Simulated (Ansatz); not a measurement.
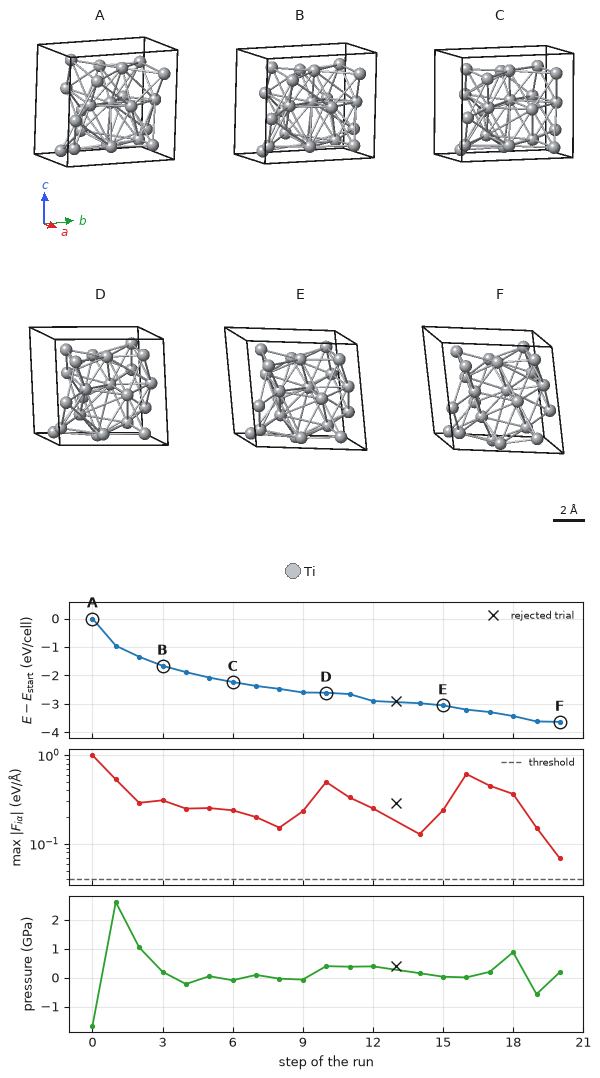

Frames of a relaxation of an amorphous cell of composition Ti (coarse preliminary run), marked on the history of the run. A ball-and-stick model of the cell of the calculation, reduced to other axes, seen slightly off an axis. Lengths and directions refer to the drawn axes.

Case: the quenched liquid.

Theory: DFT PBE, scalar-relativistic, plane waves, PAW in Ansatz.

The input:
```yaml
crystal:
  lattice:
    - [7.403636, 0.024252, -0.115653]
    - [0.024252, 7.258486, -0.376421]
    - [-0.115653, -0.376421, 7.422113]
  atoms:
    - { symbol: Ti, position: [0.5746575546, 0.0397163845, 0.2275349439] }
    - { symbol: Ti, position: [0.6487589055, 0.7827892311, 0.5163595525] }
    - { symbol: Ti, position: [0.2912648705, 0.4456263498, 0.7522690886] }
    - { symbol: Ti, position: [0.5926247487, 0.2807421214, 0.9169459704] }
    - { symbol: Ti, position: [0.934999042, 0.8299132174, 0.2327545892] }
    - { symbol: Ti, position: [0.0752205954, 0.965349379, 0.5875357334] }
    - { symbol: Ti, position: [0.1605660361, 0.4994931836, 0.0926733825] }
    - { symbol: Ti, position: [0.940700481, 0.5576301231, 0.4993478308] }
    - { symbol: Ti, position: [0.1325766419, 0.7672770776, 0.87084448] }
    - { symbol: Ti, position: [0.4702300852, 0.7935990475, 0.8714473661] }
    - { symbol: Ti, position: [0.295505064, 0.6776644803, 0.4937040311] }
    - { symbol: Ti, position: [0.7898227357, 0.5959132781, 0.8513342488] }
    - { symbol: Ti, position: [0.4143117501, 0.0667288204, 0.618025859] }
    - { symbol: Ti, position: [0.7756730456, 0.1262734982, 0.5149374014] }
    - { symbol: Ti, position: [0.200885503, 0.256517457, 0.3827603024] }
    - { symbol: Ti, position: [0.950505771, 0.3004969149, 0.8026091197] }
    - { symbol: Ti, position: [0.60233998, 0.6234324326, 0.1818254586] }
    - { symbol: Ti, position: [0.2106991518, 0.1211347186, 0.9705289513] }
    - { symbol: Ti, position: [0.807381417, 0.958462084, 0.8604644149] }
    - { symbol: Ti, position: [0.5662983784, 0.421764285, 0.5188740279] }
    - { symbol: Ti, position: [0.8705746582, 0.2992321223, 0.1826133707] }
    - { symbol: Ti, position: [0.2861515287, 0.9022505987, 0.249876331] }
  symmetry: { detect: false }
basis:
  ecutwfc: 420
kpoints:
  mp_grid: { grid: [2, 2, 2], shift: [0.5, 0.5, 0.5] }
hamiltonian:
  xc: pbe
scf:
  occupations: { method: gaussian, width: 0.1 }
  lower_state_search: "off"
output:
  forces: true
  stress: true
  eigenvalues: true
relax:
  adjacent_minimum: "off"
  f_tol: 0.04
  max_steps: 70
  cell: { stress_tol: 0.3 }
```

Run as
```bash
ansatz run input.yaml --threads 2 --pin off --max-ram 5120MiB --backend cpu --events-out ev --progress --plain --runs-dir out
```

What happens along the run?

The run was cut off at its time limit before the relaxation converged, so the last structure is only a point on the way. The energy falls by 3.631 eV per cell of the calculation in 19 accepted moves (20 points after the start). The largest force component goes from 1 to 0.068 eV/Å. The pressure goes from −1.68 to 0.19 GPa. The line search rejected the trial step at point 13 of the run. The atom that moves furthest relative to the cell is Ti14 (1.41 Å roughly along [0 1 1]). The drawn cell changes as follows: a 7.268 → 6.872 Å (−5.5 %), b 7.405 → 7.935 Å (+7.2 %), c 7.433 → 7.287 Å (−2.0 %), α 88.2° → 102.9°, β 84.1° → 87.5°, γ 89.6° → 101.9°; the volume changes by −4.7 %. Near-neighbour distances that change, for instance: Ti7–Ti14 5.268 → 2.996 Å, Ti14–Ti18 5.247 → 3.041 Å, Ti15–Ti21 2.854 → 4.941 Å, Ti4–Ti14 3.401 → 5.274 Å. New bonds form: Ti11–Ti16 (4.59 → 3.00 Å), Ti14–Ti18 (5.25 → 3.04 Å), Ti14–Ti22 (4.53 → 2.94 Å), Ti15–Ti17 (4.40 → 2.80 Å). Bonds break: Ti11–Ti20 (2.74 → 4.05 Å), Ti13–Ti14 (2.85 → 4.29 Å), Ti15–Ti21 (2.85 → 4.94 Å), Ti17–Ti22 (3.10 → 4.05 Å). From step 0 to 3: Ti17 moves most (0.47 Å), volume −2.7 %, energy −1.660 eV per cell of the calculation. From step 3 to 6: Ti atoms move most (0.45 Å), volume +0.5 %, energy −0.570 eV per cell of the calculation. From step 6 to 10: Ti14 moves most (0.63 Å), volume −1.6 %, energy −0.377 eV per cell of the calculation. From step 10 to 15: Ti16 moves most (0.26 Å), energy −0.444 eV per cell of the calculation. From step 15 to 20: Ti atoms move most (0.32 Å), volume −1.0 %, energy −0.580 eV per cell of the calculation.

```
step  E − E(0), meV/atom  largest force component, eV/Å  pressure, GPa  volume, Å³/atom      note
   0                0.00                         0.9984          -1.68           18.078          
   1              -43.39                         0.5311           2.61           17.180          
   2              -61.09                         0.2897           1.05           17.426          
   3              -75.47                         0.3092           0.20           17.593          
   4              -85.58                         0.2495          -0.22           17.690          
   5              -94.35                         0.2528           0.05           17.658          
   6             -101.38                         0.2387          -0.09           17.674          
   7             -107.71                         0.2003           0.09           17.626          
   8             -112.32                         0.1522          -0.04           17.611          
   9             -118.13                         0.2326          -0.07           17.541          
  10             -118.51                         0.4972           0.40           17.391          
  11             -120.65                         0.3328           0.38           17.418          
  12             -131.70                         0.2510           0.39           17.359          
  13             -131.45                         0.2921           0.39           17.346  rejected
  14             -135.25                         0.1287           0.15           17.389          
  15             -138.71                         0.2390           0.03           17.391          
  16             -145.48                         0.6109           0.01           17.336          
  17             -149.32                         0.4513           0.20           17.219          
  18             -155.72                         0.3644           0.88           17.168          
  19             -164.33                         0.1522          -0.57           17.344          
  20             -165.07                         0.0685           0.19           17.225
```

Limits of the set-up: the k-point mesh is coarse for a cell with partly filled bands; the periodic images lie only 7.3 Å apart, so the values are limited by the cell's size.
